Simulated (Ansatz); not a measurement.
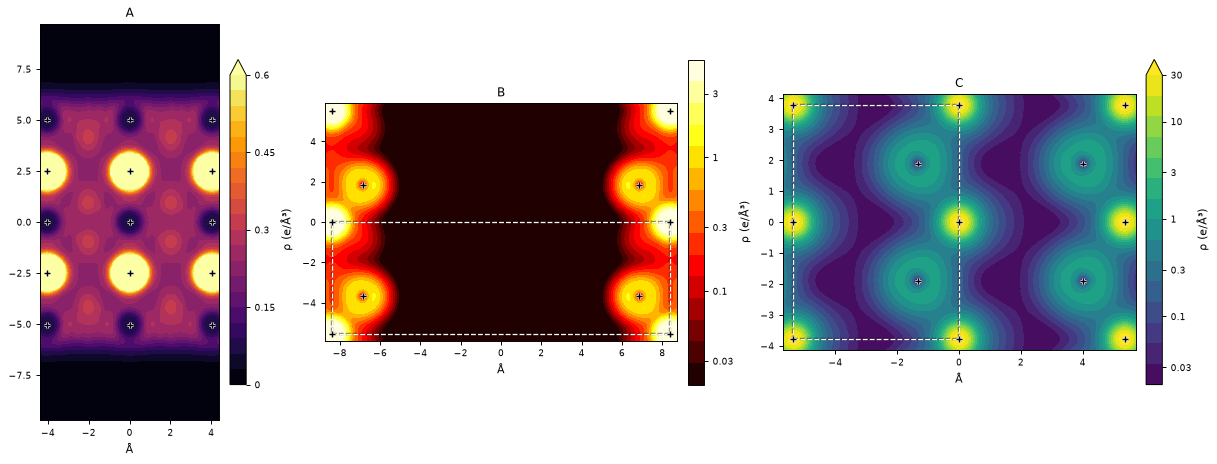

The valence pseudo-density of 3 systems, each on a plane through atoms (crosses mark nuclei in the plane).

Computed with DFT PBEsol, scalar-relativistic, plane waves, PAW in Ansatz.

System 1: WS$_{2}$, the (110) plane of the conventional cell. Space group P-6m2; a structure from a database of computed crystals, not necessarily the ambient phase; changed on purpose from its base cell (biaxial strain in the a-b plane, c and atoms relaxed: +1.5 %).

```
W S
1.0
     3.19296    0.00000    0.00000
    -1.59648    2.76519    0.00000
     0.00000    0.00000   16.80027
W S
1 2
Direct
  0.33333 0.66667 0.00000
  0.66667 0.33333 0.90775
  0.66667 0.33333 0.09225
```

System 2: Al$_{7}$Ni$_{8}$ (slab), the (100) plane of the calculation cell, a cut from vacuum to vacuum. Computed without spin polarisation.

```cif
data_structure
_symmetry_space_group_name_H-M 'P 1'
_symmetry_Int_Tables_number 1
_cell_length_a 4.0477
_cell_length_b 4.0477
_cell_length_c 26.5673
_cell_angle_alpha 90.000
_cell_angle_beta 90.000
_cell_angle_gamma 120.000
_cell_volume 376.96
loop_
_atom_site_label
_atom_site_type_symbol
_atom_site_fract_x
_atom_site_fract_y
_atom_site_fract_z
_atom_site_occupancy
Ni1 Ni 0.33333 0.66667 0.29251 1
Al1 Al 0.66667 0.33333 0.31086 1
Ni2 Ni 0.00000 0.00000 0.34218 1
Al2 Al 0.33333 0.66667 0.37765 1
Ni3 Ni 0.66667 0.33333 0.40644 1
Al3 Al 0.00000 0.00000 0.43717 1
Ni4 Ni 0.33333 0.66667 0.46943 1
Al4 Al 0.66667 0.33333 0.50000 1
Ni5 Ni 0.00000 0.00000 0.53057 1
Al5 Al 0.33333 0.66667 0.56283 1
Ni6 Ni 0.66667 0.33333 0.59356 1
Al6 Al 0.00000 0.00000 0.62235 1
Ni7 Ni 0.33333 0.66667 0.65782 1
Al7 Al 0.66667 0.33333 0.68914 1
Ni8 Ni 0.00000 0.00000 0.70749 1
```

System 3: ZnS, the (101) plane of the conventional cell. Space group F-43m.

```
Zn S
1.0
     5.35652    0.00000    0.00000
     0.00000    0.00000   -5.35652
     0.00000    5.35652    0.00000
Zn S
4 4
Direct
  0.50000 0.50000 0.00000
  0.00000 0.50000 0.50000
  0.00000 0.00000 0.00000
  0.50000 0.00000 0.50000
  0.75000 0.75000 0.25000
  0.25000 0.75000 0.75000
  0.25000 0.25000 0.25000
  0.75000 0.25000 0.75000
```

Question: Match each panel to its system.

Answer: Panel A is system 2, Al$_{7}$Ni$_{8}$: the plane holds Al and Ni. Panel B is system 1, WS$_{2}$: the plane holds W and S. W–S (2.41 Å): ρ is about 0.63 e/Å³ halfway. Panel C is system 3, ZnS: the plane holds Zn and S. Zn–S (2.32 Å): the density is about 0.53 e/Å³ at the midpoint.
